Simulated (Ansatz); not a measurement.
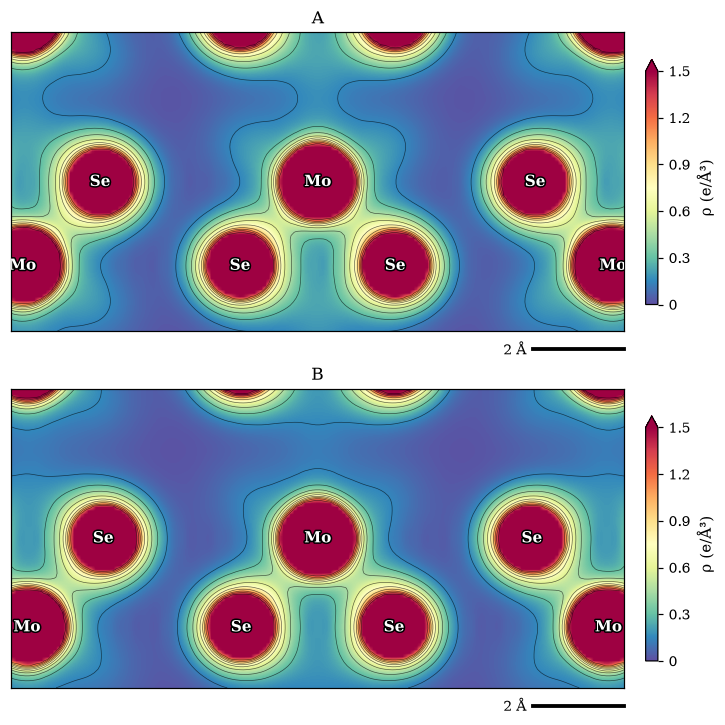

MoSe2. The valence pseudo-density of two cells that differ in size and shape, on the (110) plane of each (indices in the axes of the calculation cell), at one length scale and on one colour scale: B has 20.9 Å³ an atom and A 18.8.

Method: Ansatz, DFT PBE+D3(BJ), scalar-relativistic, plane waves, PAW.

The larger cell:

```xyz
6
Lattice="3.3753 0.0000 0.0000 -1.6877 2.9231 0.0000 0.0000 0.0000 12.7339" Properties=species:S:1:pos:R:3 pbc="T T T"
Mo    1.6877    0.9744    3.1840
Mo    0.0000    1.9487    9.5499
Se    0.0000    1.9487    4.8580
Se    1.6877    0.9744   11.2240
Se    0.0000    1.9487    1.5099
Se    1.6877    0.9744    7.8759
```

The smaller cell: a = 3.179 Å, b = 3.179 Å, c = 12.925 Å, α = 90.00°, β = 90.00°, γ = 120.00°.

> What does the compression do to the bonding and the properties?

From the larger cell to the smaller, Mo–Se goes from 2.57 to 2.50 Å, and the density at its midpoint from 0.5 to 0.55 e/Å³; the pressure goes from −6 to 6 GPa; the Kohn–Sham gap goes from 0.74 eV to 0.92 eV.
